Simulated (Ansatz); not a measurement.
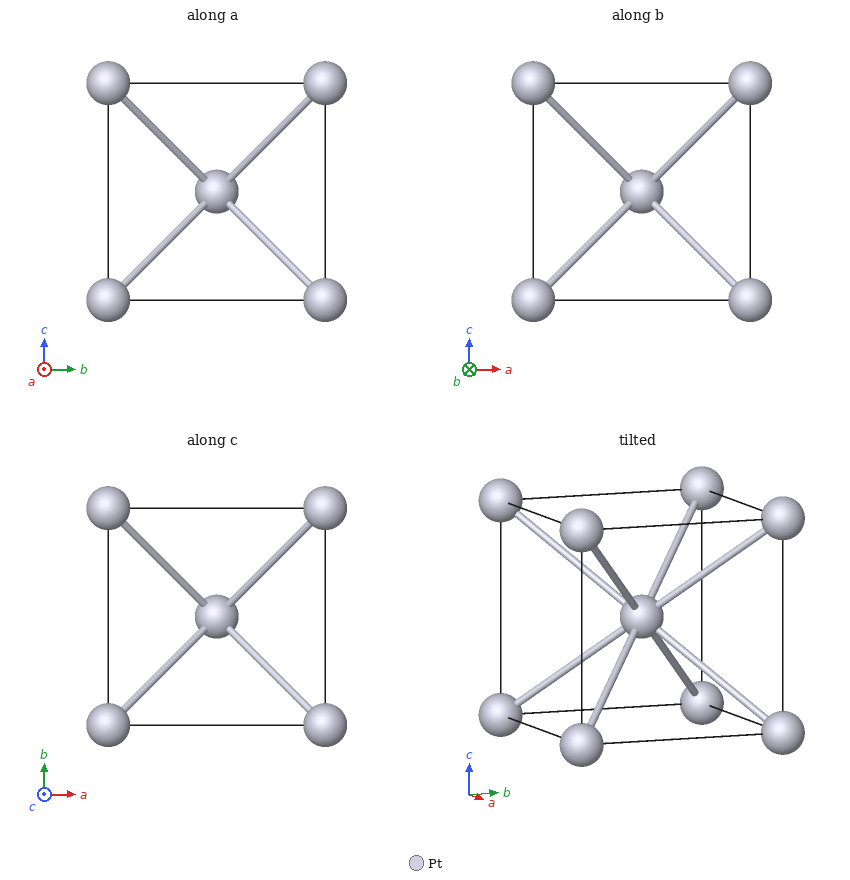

Structure drawing (ball-and-stick), viewed along the a axis, along the b axis, along the c axis and slightly off an axis. One conventional unit cell is outlined, and atoms on its boundary appear in each equivalent place.

Lattice parameters: a = 3.1711 Å, b = 3.1711 Å, c = 3.1711 Å, α = 90.000°, β = 90.000°, γ = 90.000°.

Question: Set out the cell and atoms as a CIF in P1 with every atom of the cell.

Answer:
```cif
data_structure
_symmetry_space_group_name_H-M 'P 1'
_symmetry_Int_Tables_number 1
_cell_length_a 3.1711
_cell_length_b 3.1711
_cell_length_c 3.1711
_cell_angle_alpha 90.000
_cell_angle_beta 90.000
_cell_angle_gamma 90.000
_cell_volume 31.89
loop_
_atom_site_label
_atom_site_type_symbol
_atom_site_fract_x
_atom_site_fract_y
_atom_site_fract_z
_atom_site_occupancy
Pt1 Pt 0.0000 0.0000 0.0000 1
Pt2 Pt 0.5000 0.5000 0.5000 1
```

Provenance: a structure type filled with this element by a generator (whether the element takes this form wasn't checked). Earlier steps of the study may have refined or changed the cell and positions. It went into a calculation with Ansatz.

At this level of theory the cell isn't at rest (stretched, at -10 GPa), so its distances can differ from those at equilibrium, the more so the softer the solid.
